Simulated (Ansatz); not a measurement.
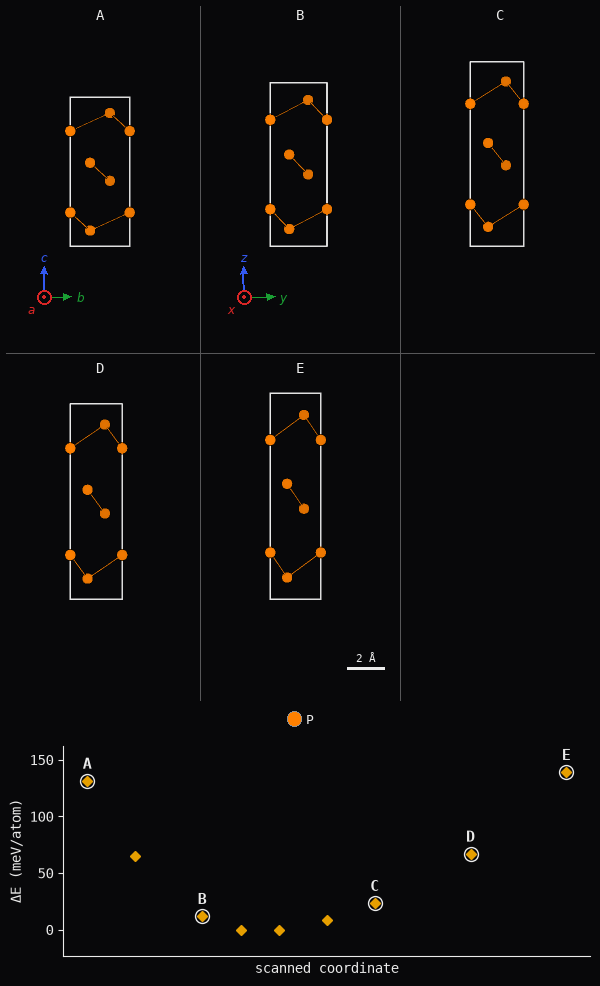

A scan of crystalline P (R-3m) along one coordinate. x, y and z are the Cartesian axes of the input. The picture is a ball-and-stick view of the conventional cell (3 times the calculation's cell), repeated 1 × 1 × 1 with one cell outlined, seen along the a axis. Lengths and directions refer to the drawn axes.

The calculation used DFT PBEsol, scalar-relativistic, plane waves, PAW (Ansatz 0.2.0). (plane-wave cutoff 420 eV; k-point mesh 18 × 18 × 18; occupations gaussian; smearing width 0.15 eV; no spin polarisation). Energies (free energies at the smearing named) are counted from the cell as listed in its source, which wasn't relaxed.

> Which coordinate changes from frame to frame?

The ratio of the cell's length along z to its lengths across, counted as 1 for the reference, is changed at fixed volume (a c/a path), with the atoms kept at their fractional coordinates. In the frames the relative ratio is 0.80 (A), 0.92 (B), 1.10 (C), 1.20 (D), 1.30 (E). Of the computed points the lowest is at the relative ratio 1.00, 0.0 meV/atom. The end points stand at 131.1 meV/atom (0.80) and 138.8 meV/atom (1.30). The unrelaxed reference is under a pressure of −1.7 GPa. The distortion keeps the space group R-3m. At the relative ratio 1.30 the cell of the drawing goes a 3.451 → 3.162 Å, b 3.451 → 3.162 Å, c 9.389 → 11.184 Å.
